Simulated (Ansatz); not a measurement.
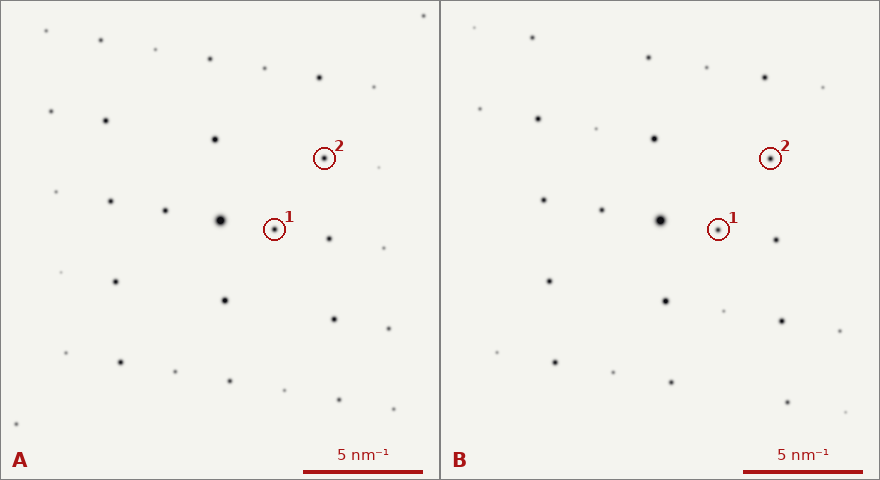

Kinematic electron diffraction patterns (200 kV, B = 0.5 Å², same scale) along [111] of the run's own cell, for the start and the end of one relaxation of BAs with DFT PBE, scalar-relativistic, plane waves, PAW in Ansatz 0.2.0. k mesh 12×8×6. The start is a generated model structure, and the relaxation ends in the nearest stationary point of its symmetry, not necessarily the ground state. Spot 1 is 0 -1 1 and spot 2 is 1 -2 1 in both.

Start structure:

```
B As
1.0
     3.20148    0.00000    0.00000
     0.00000    4.90757    0.00000
     0.00000    0.00000    7.02669
B As
2 2
Direct
  0.25000 0.50000 0.56167
  0.75000 0.50000 0.43833
  0.25000 0.50000 0.25861
  0.75000 0.50000 0.74139
```

Question: Which pattern belongs to the start structure, and which to the relaxed one?

Answer: B is the start: its cell gives d(1) = 4.023 Å, d(2) = 1.877 Å and an angle of 38.7°. A is the relaxed structure, with d(1) = 4.279 Å (+6.4 %), d(2) = 1.956 Å (+4.2 %) and 40.4°.

Question: Name reflections whose intensity changes strongly on relaxation.

Answer: 0 3 -3, 2 1 -3 come into sight.

Question: What did the relaxation do to the structure and the energy?

Answer: The volume changed by +12.6 % to 31.09 Å³ an atom; with the mean shift removed, the atoms moved by up to 0.09 Å relative to the cell (As most); the space group stayed Pmma (No. 51); the free energy fell by 2.1 meV an atom. Relaxed cell: a = 3.202 Å, b = 5.242 Å, c = 7.408 Å, α = 90.00°, β = 90.00°, γ = 90.00°.
